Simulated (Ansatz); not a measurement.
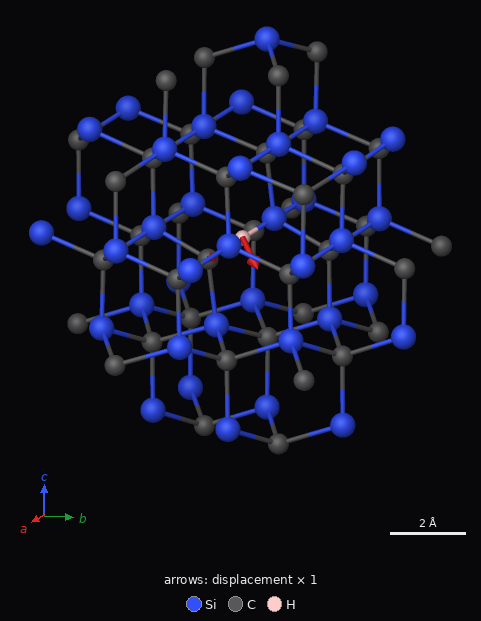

A relaxation of a defect cell of composition Si₄₈C₄₈H (cell charge +1). The starting structure is drawn; red arrows show the displacements, at their true length.

A ball-and-stick model of the atoms within 5.8 Å of the atom that moves most (axes of the cell of the calculation (origin shifted)), seen slightly off an axis.

These are results of DFT, PBEsol, PAW, plane waves in Ansatz, not measurements. Settings: plane-wave cutoff 420 eV; k-point mesh 1 × 1 × 1; no spin polarisation; atoms relaxed in a fixed cell; force threshold 0.03 eV/Å; at most 80 steps.

What happened in the run?

Over 14 geometry steps the energy falls by 4.696 eV per cell of the calculation. The largest force component goes from 11 to 0.012 eV/Å. The H atom moves most: 1.16 Å along [1 1 −1]. Largest moves by element: H 1.16 Å, C 0.31 Å, Si 0.17 Å. The cell doesn't change. Some distances before and after: H–Si 1.171 → 1.874 Å, C–Si 2.417 → 1.989 Å, C–Si 1.768 → 1.990 Å, C–Si 1.845 → 1.972 Å. New bonds form: C–Si (2.42 → 1.99 Å). Bonds break: H–Si (1.17 → 1.87 Å). Bond angles that change, for instance: Si–C–H 103.5° → 172.3°, Si–C–H 101.8° → 76.4°, Si–C–H 99.2° → 78.4°.

Limits of the set-up: the cell is charged, on a uniform background, and energies carry no finite-size correction.
